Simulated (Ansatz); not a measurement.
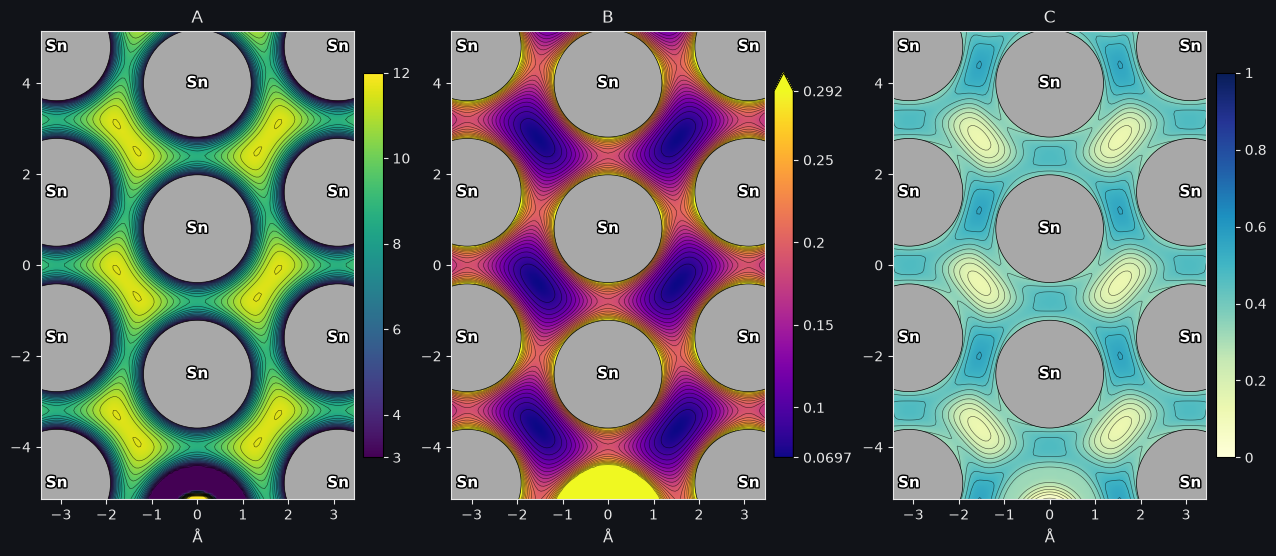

Sn: 3 fields on the (100) plane of the conventional cell, with unlabelled colour scales. Grey discs cover the atomic cores.

Space group I4₁/amd; a structure from a database of computed crystals, not necessarily the ambient phase; changed on purpose from its base cell (strain +0.0525 x Voigt [1, 1, 0, 0, 0, 0], atoms carried along); computed pressure about −4 GPa in this cell.

These are results of DFT r2SCAN, scalar-relativistic, plane waves, PAW in Ansatz 0.2.0, not measurements.

Which field does each panel show? The fields are: electron localisation function, electrostatic potential energy of an electron and valence pseudo-density.

Answer. Panel A: electrostatic potential energy of an electron (low next to the atoms, rising into the space between them). Panel B: valence pseudo-density. Panel C: electron localisation function. From the grid: Sn–Sn (3.20 Å): the density is about 0.19 e/Å³ at the midpoint; the ELF is about 0.45 at the midpoint.
